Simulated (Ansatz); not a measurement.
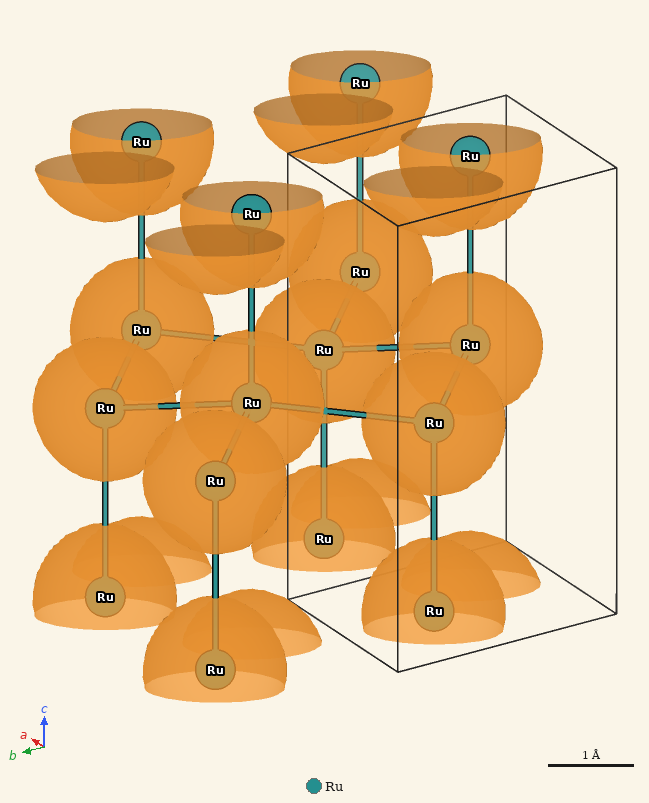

Figure 1: Ru. Isosurface of the valence charge density (pseudo) at 1.5 e/Å³ (orange), seen at an oblique angle. Sticks mark near contacts.

Space group P6₃/mmc; computed without spin polarisation.

The calculation used Ansatz 0.2.0, DFT LDA, scalar-relativistic, plane waves, PAW.

How is the density connected at this value?

Answer. At this value the density breaks into separate islands; it holds about 70 % of the electrons treated as valence (semicore included). It bridges none of the near contacts. It is pinched off along the sampled Ru–Ru (2.30 Å) contacts. On the grid the lowest density along these lines, outside the cores, is 0.84 e/Å³ (Ru–Ru, 2.30 Å).
